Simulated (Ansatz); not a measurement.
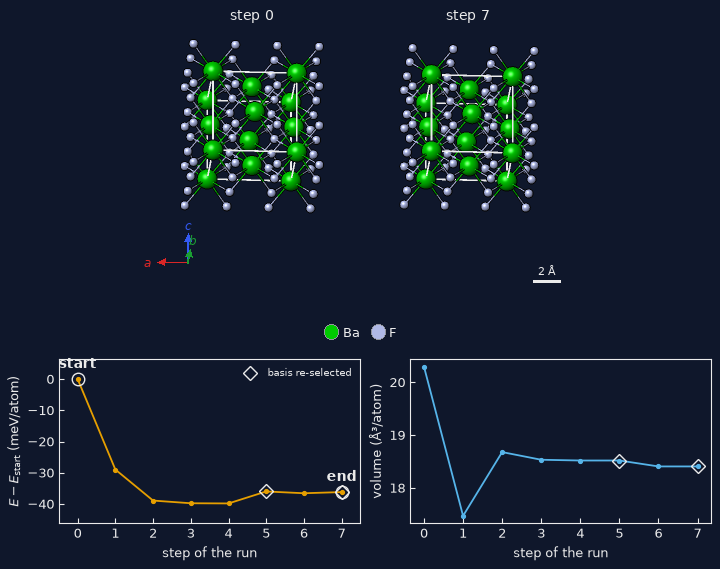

First and last geometry of a relaxation of crystalline BaF$_{2}$ (built on the fluorite type), with the history of the run. Style: ball-and-stick. Shown: the conventional cell (4 times the calculation's cell), from a free direction. Lengths and directions refer to the drawn axes.

All numbers below come from DFT, LDA, plane waves, PAW (Ansatz).

Input
```yaml
crystal:
  lattice:
    - [0.0, 3.1224950771, 3.1224950771]
    - [3.1224950771, 0.0, 3.1224950771]
    - [3.1224950771, 3.1224950771, 0.0]
  atoms:
    - { symbol: Ba, position: [0.0, 0.0, 0.0] }
    - { symbol: F, position: [0.25, 0.25, 0.25] }
    - { symbol: F, position: [0.75, 0.75, 0.75] }
kpoints:
  mp_grid: { grid: [6, 6, 6] }
hamiltonian:
  xc: lda
scf:
  occupations: { method: fermi_dirac, width: 0.02 }
relax:
  f_tol: 0.005
  cell: {}
output:
  write_density: true
  write_potential: true
  elf: true
  volumetric_format: npy
```

Command:
```bash
ansatz run input.yaml --threads 4 --pin off --max-ram 7372MiB --backend cpu --events-out ev --progress --plain --runs-dir out
```

**Read the history and describe the run.**

It converged. The atoms keep their places relative to the cell (all moves are under 0.005 Å). The volume changes by −9.3 %, with a = b = c 6.245 → 6.045 Å (−3.2 %). Among the contacts that change: Ba1–F2 2.704 → 2.617 Å. The space group stays Fm-3m (No. 225). Over 5 accepted moves (7 points after the start) the energy falls by 36.2 meV per atom. All forces vanish by symmetry, so only the cell relaxes. The pressure goes from −5.57 to −0.01 GPa. The SCF was repeated twice at an unchanged geometry on a basis and grid sized afresh for the cell, which shifted the energy by 3.8 meV per atom at most. The run took 8.6 s on 4 threads of Intel(R) Xeon(R) Processor @ 2.50GHz (Skylake/Cascade Lake), on a shared host, peak memory 0.36 GiB.

```
step  E − E(0), meV/atom  pressure, GPa  volume, Å³/atom                      note
   0                0.00          -5.57           20.296                          
   1              -28.97           4.83           17.470                          
   2              -38.91          -0.62           18.678                          
   3              -39.77          -0.06           18.533                          
   4              -39.83           0.00           18.519                          
   5              -35.99          -0.44           18.519  same geometry, new basis
   6              -36.57           0.02           18.406                          
   7              -36.19          -0.01           18.406  same geometry, new basis
```
